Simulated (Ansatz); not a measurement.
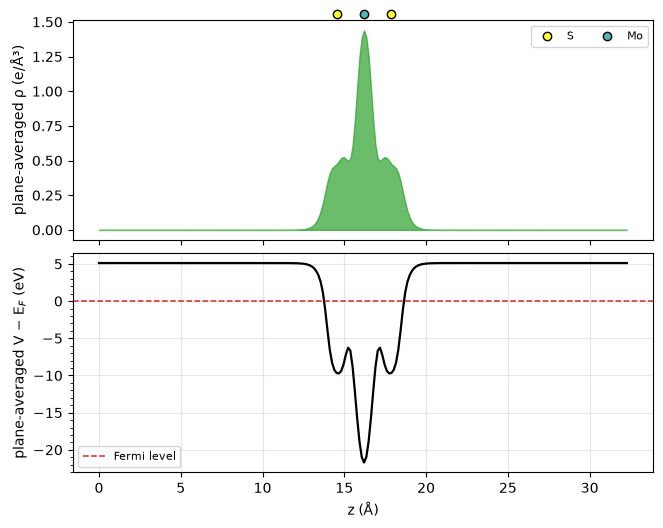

Figure 1: MoS2 (slab). Plane average of the electrostatic potential (local pseudopotential plus Hartree) felt by an electron and of the valence pseudo-density across the slab. Circles mark the heights of the atoms.

Changed on purpose from its base cell (biaxial strain -0.040, atoms relaxed); computed without spin polarisation.

Level of theory: DFT PBE+D3(BJ), scalar-relativistic, plane waves, PAW in Ansatz.

The density is the valence pseudo-density of a PAW calculation; it isn't the true density close to the nuclei.

Input

```
crystal:
  lattice:
    - [3.0102552425, 0.0, 0.0]
    - [-1.5051276213, 2.6069575119, 0.0]
    - [0.0, 0.0, 32.4115723039]
  atoms:
    - { symbol: S, position: [0.0, 0.0, 0.4503774699] }
    - { symbol: Mo, position: [0.6666666667, 0.3333333333, 0.5] }
    - { symbol: S, position: [0.3333333333, 0.6666666667, 0.5496225301] }
  periodic: [true, true, false]
basis:
  ecutwfc: 420
kpoints:
  mp_grid: { grid: [18, 18, 1] }
  band_path:
    path:
      - [0, 0, 0]
      - [0.5, 0, 0]
      - [0.3333333333333, 0.3333333333333, 0]
      - [0, 0, 0]
    npoints: 8
hamiltonian:
  xc: pbe
  dispersion: d3bj
scf:
  occupations: { method: gaussian, width: 0.1 }
output:
  forces: true
  stress: true
  eigenvalues: true
  write_density: true
  write_potential: true
  elf: true
  volumetric_format: npy
relax:
  adjacent_minimum: "off"
  f_tol: 0.01
  max_steps: 40
```

Run with:

```sh
ansatz run input.yaml --threads 2 --pin off --max-ram 5120MiB --backend cpu --events-out ev --progress --plain --runs-dir out
```

How far below the vacuum level is the Fermi level?

Answer. The potential is flat in the vacuum, 5.12 eV above the Fermi level; this is the work function, the same on both faces.

What are the slab's thickness and the vacuum gap?

Answer. The outermost nuclei are 3.3 Å apart, in 3 atomic planes; the vacuum between periodic images is 29.1 Å wide.
